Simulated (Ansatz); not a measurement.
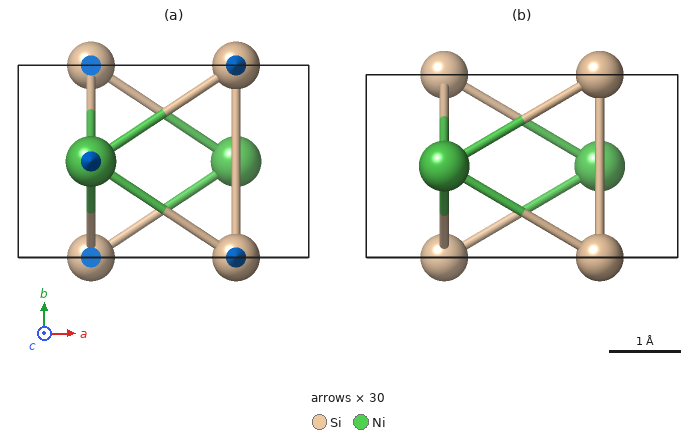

The structure of solid SiNi (built on the AuCd (B19)_51 type) (coarse preliminary run) before (left) and after (right) a relaxation, at one scale. The blue arrows give the displacements (the part carried along by the change of the cell is left out), 30 times their true length.

A ball-and-stick model of the cell of the calculation, seen along the c axis.

Case: AuCd (B19) type (Pmma, No. 51).

Computed with Ansatz, DFT PBE, scalar-relativistic, plane waves, PAW.

Input
```yaml
crystal:
  lattice:
    - [4.1030228368, 0.0, 0.0]
    - [0.0, 2.7152357008, 0.0]
    - [0.0, 0.0, 4.1892207956]
  atoms:
    - { symbol: Si, position: [0.75, 0.0, 0.687] }
    - { symbol: Si, position: [0.25, 0.0, 0.313] }
    - { symbol: Ni, position: [0.75, 0.5, 0.188] }
    - { symbol: Ni, position: [0.25, 0.5, 0.812] }
basis:
  ecutwfc: 420
kpoints:
  mp_grid: { grid: [4, 6, 4] }
hamiltonian:
  xc: pbe
scf:
  occupations: { method: gaussian, width: 0.1 }
  lower_state_search: "off"
output:
  forces: true
  stress: true
  eigenvalues: true
relax:
  adjacent_minimum: "off"
  f_tol: 0.04
  max_steps: 70
  cell: { stress_tol: 0.4 }
```

Run as
```bash
ansatz run input.yaml --threads 1 --pin off --max-ram 2560MiB --backend cpu --events-out ev --progress --plain --runs-dir out
```

> What changed between the two?

The energy falls by 40.4 meV per atom in 6 accepted moves (7 points after the start). Largest force component: 0.58 eV/Å at the start, 0.015 eV/Å at the end. The pressure goes from −3.14 to 0.11 GPa. The SCF was repeated once at an unchanged geometry on a basis and grid sized afresh for the cell, which shifted the energy by 0.1 meV per atom at most. The largest moves relative to the cell, 0.034 Å, are those of Ni3 and Ni4. Ni4 goes along +c. By element the largest moves are Ni 0.034 Å, Si 0.016 Å. The drawn cell changes as follows: a 4.103 → 4.399 Å (+7.2 %), b 2.715 → 2.584 Å (−4.8 %), c 4.189 → 4.045 Å (−3.4 %); the volume changes by −1.5 %. Near-neighbour distances that change, for instance: Si1–Ni3 2.500 → 2.361 Å, Si1–Si1 2.715 → 2.584 Å, Ni3–Ni3 2.715 → 2.584 Å, Si1–Ni4 2.515 → 2.604 Å. The space group stays Pmma (No. 51). Cost: 20 s on 1 thread of Intel(R) Xeon(R) Platinum 8488C (Sapphire Rapids), with other jobs on the host, peak memory 0.41 GiB.

Limits of the set-up: the k-point mesh is coarse for a cell with partly filled bands.
